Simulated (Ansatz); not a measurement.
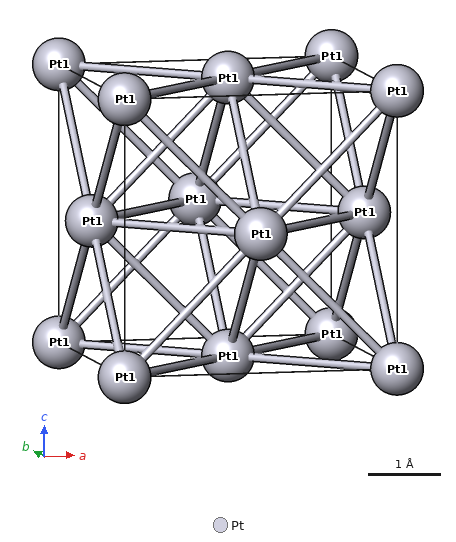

**Figure 1.** The structure (ball-and-stick view of the cell 4 times as large as that of the calculation, set on its symmetry axes, seen slightly off an axis; atoms are numbered from 1 in the order of the input). Near neighbours in the crystal (not all of them lie inside the picture): Pt has 12 Pt at 2.77 Å.

## What a change does: single-point calculation on Pt

System: Pt (Fm-3m, 1 atom in the cell).
Method of the first run: DFT PBE, scalar-relativistic, plane waves, PAW, no spin polarisation (Ansatz 0.2.0).

Text and figures count atoms from 1; the logs count them from 0 in places.

## The input, the first run
```yaml
crystal:
  lattice:
    - [0.0, 1.96, 1.96]
    - [1.96, 0.0, 1.96]
    - [1.96, 1.96, 0.0]
  atoms:
    - { symbol: Pt, position: [0.0, 0.0, 0.0] }
basis:
  ecutwfc: 420
  ecutrho_ratio: 4
kpoints:
  mp_grid: { grid: [8, 8, 8] }
hamiltonian:
  xc: pbe
scf:
  occupations: { method: gaussian, width: 0.05 }
output:
  forces: true
  stress: true
  eigenvalues: true
```

Hardware: 8 threads of an x86-64 CPU, shared host.

## Output, shortened to warnings, some set-up lines, iterations and results (the first run)
```
Basis set: ecut = 420 eV, 283 PW (Γ), exchange–correlation on 40×40×40 points (8 copies of the dense FFT grid, shifted against one another)
Symmetry: 48 space group operations
k-points: 29 of 512
Initial density: superposition of atomic densities (neutral atoms: chi_scale 0, normalization atom), corrected by the library's trained network
[...]
SCF iter   1: F=—  HF=-12522.983836 eV  |F-HF|=—  |Δ(HF+E_count)|=         —  Δρ=4.68e-3  dr2=1.89e-3  ethr=1.77e-3  ⟨swp⟩=5.0  Hψ=2081  notcnv=0
SCF iter   2: F=—  HF=-12522.983529 eV  |F-HF|=—  |Δ(HF+E_count)|=   3.07e-4  Δρ=2.50e-3  dr2=5.11e-4  ethr=1.05e-5  ⟨swp⟩=1.6  Hψ=665  notcnv=0
SCF iter   3: F=—  HF=-12522.983587 eV  |F-HF|=—  |Δ(HF+E_count)|=   5.87e-5  Δρ=2.62e-4  dr2=6.27e-6  ethr=2.84e-6  ⟨swp⟩=2.1  Hψ=519  notcnv=0
SCF iter   4: F=—  HF=-12522.983586 eV  |F-HF|=—  |Δ(HF+E_count)|=   1.33e-6  Δρ=6.60e-5  dr2=3.27e-7  ethr=3.48e-8  ⟨swp⟩=2.0  Hψ=563  notcnv=0
SCF iter   5: F=-12522.983586 eV  HF=-12522.983586 eV  |F-HF|=1.02e-10  |Δ(HF+E_count)|=   1.24e-7  Δρ=8.80e-6  dr2=6.21e-9  ethr=1.82e-9  ⟨swp⟩=2.1  Hψ=512  notcnv=0
SCF iter   6: F=-12522.983586 eV  HF=-12522.983586 eV  |F-HF|=1.16e-10  |Δ(HF+E_count)|=   1.82e-9  Δρ=1.15e-6  dr2=1.90e-10  ethr=3.45e-11  ⟨swp⟩=2.3  Hψ=1201  notcnv=0
SCF 1 converged in 6 iterations: F = -12522.983586 eV  dr2 = 1.90e-10
SCF converged after 6 iterations
Free energy (F): -12522.983586 eV
Harris-Foulkes:  -12522.983586 eV  (|F-HF|=1.16e-10)
Internal energy: -12522.980932 eV  (E = F + TS)
E sigma→0 (E₀):  -12522.982259 eV
Entropy (-TS):   -0.002654 eV (-2.654 meV/atom)
Fermi energy:    23.399156 eV
--- Per-component energies (eV) ---
  E_band       = -128.392252
  E_kinetic    = 638.126057
  E_local      = -1458.053200  (includes V_loc(G=0)·N_el)
  E_nonlocal   = 199.576766
  E_hartree    = 541.848835
  E_xc         = -262.169717
  E_vxc        = -303.378740  (∫ρ·V_xc dr)
  E_paw        = -9453.916275  (= ΣΔE_a)
  E_vpaw       = -288.361605  (= ΣTr[D̂ρ^β])
  E_aug_tail   = 0.000205  (compensation charges beyond the density's cutoff)
  E_ewald      = -2728.393604
  E_smearing   = -0.002654  (= −TS)
  E_closure    = 0.000000  (closes the sum)
  Σ components = -12522.983586   (vs F -12522.983586, Δ=0.00e0)
--- Forces (eV/Å), atoms counted from 1 ---
  atom   1  Pt    -0.00000000    -0.00000000    -0.00000000
  max |Σ_I F_I| component: 9.86e-32 eV/Å
--- Stress (GPa, compression-positive) ---
        9.786098      -0.000000       0.000000
        0.000000       9.786098      -0.000000
        0.000000       0.000000       9.786098
  P = ⅓ Tr σ = 9.7861 GPa (97.861 kbar)
```

The input of the second run differs as follows (lines with − go, lines with + come):
```diff
-    - [0.0, 1.96, 1.96]
-    - [1.96, 0.0, 1.96]
-    - [1.96, 1.96, 0.0]
+    - [0.0, 2.0017291591, 2.0017291591]
+    - [2.0017291591, 0.0, 2.0017291591]
+    - [2.0017291591, 2.0017291591, 0.0]
```

How does the second run compare with the first run?

With the same functional and potentials, the second run lies 6.6 meV per atom lower. The pressure goes from 9.79 to −6.53 GPa. The volume per atom goes from 15.06 to 16.04 Å³. The cell is scaled evenly with the atoms at fixed fractional positions, so −ΔP/Δ ln V estimates the bulk modulus midway between the two volumes: about 260 GPa. The number of SCF iterations is the same. The plane waves at Γ go from 283 to 331.

## Output, shortened to warnings, some set-up lines, iterations and results (the second run)
```
Basis set: ecut = 420 eV, 331 PW (Γ), exchange–correlation on 40×40×40 points (8 copies of the dense FFT grid, shifted against one another)
Symmetry: 48 space group operations
k-points: 29 of 512
Initial density: superposition of atomic densities (neutral atoms: chi_scale 0, normalization atom), corrected by the library's trained network
[...]
SCF iter   1: F=—  HF=-12522.990379 eV  |F-HF|=—  |Δ(HF+E_count)|=         —  Δρ=5.28e-3  dr2=2.77e-3  ethr=1.77e-3  ⟨swp⟩=5.1  Hψ=2045  notcnv=0
SCF iter   2: F=—  HF=-12522.990188 eV  |F-HF|=—  |Δ(HF+E_count)|=   1.91e-4  Δρ=2.64e-3  dr2=5.99e-4  ethr=1.54e-5  ⟨swp⟩=1.9  Hψ=696  notcnv=0
SCF iter   3: F=—  HF=-12522.990215 eV  |F-HF|=—  |Δ(HF+E_count)|=   2.75e-5  Δρ=2.85e-4  dr2=3.57e-6  ethr=3.33e-6  ⟨swp⟩=2.1  Hψ=509  notcnv=0
SCF iter   4: F=—  HF=-12522.990213 eV  |F-HF|=—  |Δ(HF+E_count)|=   1.82e-6  Δρ=3.62e-5  dr2=7.17e-8  ethr=1.99e-8  ⟨swp⟩=2.9  Hψ=690  notcnv=0
SCF iter   5: F=-12522.990213 eV  HF=-12522.990213 eV  |F-HF|=7.57e-10  |Δ(HF+E_count)|=   7.16e-8  Δρ=4.17e-6  dr2=1.97e-9  ethr=3.99e-10  ⟨swp⟩=2.2  Hψ=606  notcnv=0
SCF iter   6: F=-12522.990213 eV  HF=-12522.990213 eV  |F-HF|=0.00e0  |Δ(HF+E_count)|=  1.15e-10  Δρ=3.21e-7  dr2=3.88e-12  ethr=1.09e-11  ⟨swp⟩=2.4  Hψ=1194  notcnv=0
SCF 1 converged in 6 iterations: F = -12522.990213 eV  dr2 = 3.88e-12
SCF converged after 6 iterations
Free energy (F): -12522.990213 eV
Harris-Foulkes:  -12522.990213 eV  (|F-HF|=0.00e0)
Internal energy: -12522.987056 eV  (E = F + TS)
E sigma→0 (E₀):  -12522.988635 eV
Entropy (-TS):   -0.003157 eV (-3.157 meV/atom)
Fermi energy:    21.490073 eV
--- Per-component energies (eV) ---
  E_band       = -157.414086
  E_kinetic    = 635.794588
  E_local      = -1541.209587  (includes V_loc(G=0)·N_el)
  E_nonlocal   = 199.634216
  E_hartree    = 569.254534
  E_xc         = -261.209134
  E_vxc        = -302.070709  (∫ρ·V_xc dr)
  E_paw        = -9453.735904  (= ΣΔE_a)
  E_vpaw       = -288.071859  (= ΣTr[D̂ρ^β])
  E_aug_tail   = 0.000224  (compensation charges beyond the density's cutoff)
  E_ewald      = -2671.515994
  E_smearing   = -0.003157  (= −TS)
  E_closure    = 0.000000  (closes the sum)
  Σ components = -12522.990213   (vs F -12522.990213, Δ=0.00e0)
--- Forces (eV/Å), atoms counted from 1 ---
  atom   1  Pt    -0.00000000     0.00000000    -0.00000000
  max |Σ_I F_I| component: 7.40e-32 eV/Å
--- Stress (GPa, compression-positive) ---
       -6.529616       0.000000      -0.000000
        0.000000      -6.529616       0.000000
        0.000000      -0.000000      -6.529616
  P = ⅓ Tr σ = -6.5296 GPa (-65.296 kbar)
```

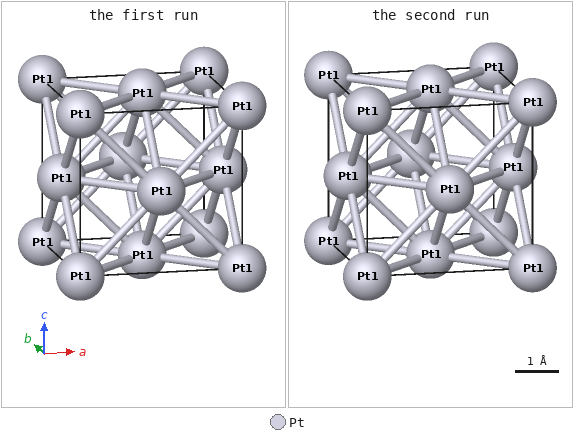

**Figure 2.** The two input geometries at one scale (ball-and-stick view of the cell 4 times as large as that of the calculation, set on its symmetry axes, seen slightly off an axis). No atom moves by more than 0.005 Å relative to the cell. Cell: a = b = c 3.920 → 4.003 Å (+2.1 %). Volume +6.5 %. Among the contacts that change: Pt1–Pt1 2.772 → 2.831 Å.

## The two runs side by side

```csv
quantity,the first run,the second run
outcome,converged,converged
free energy per atom (eV),−12522.9836,−12522.9902
"energy per atom, smearing taken to zero (eV)",−12522.9823,−12522.9886
gap on the mesh (eV),0.00,0.00
pressure (GPa),9.79,−6.53
volume per atom (Å³),15.06,16.04
largest force (eV/Å),0.000,0.000
SCF iterations,6,6
irreducible k-points,29,29
plane waves at Γ,283,331
```

For both runs: Spin–orbit coupling is left out, which matters for Pt. For the first run: The cell is under a pressure of 9.8 GPa at this level, so it is not at its equilibrium volume. For the second run: The cell is under a tension of 6.5 GPa at this level, so it is not at its equilibrium volume.
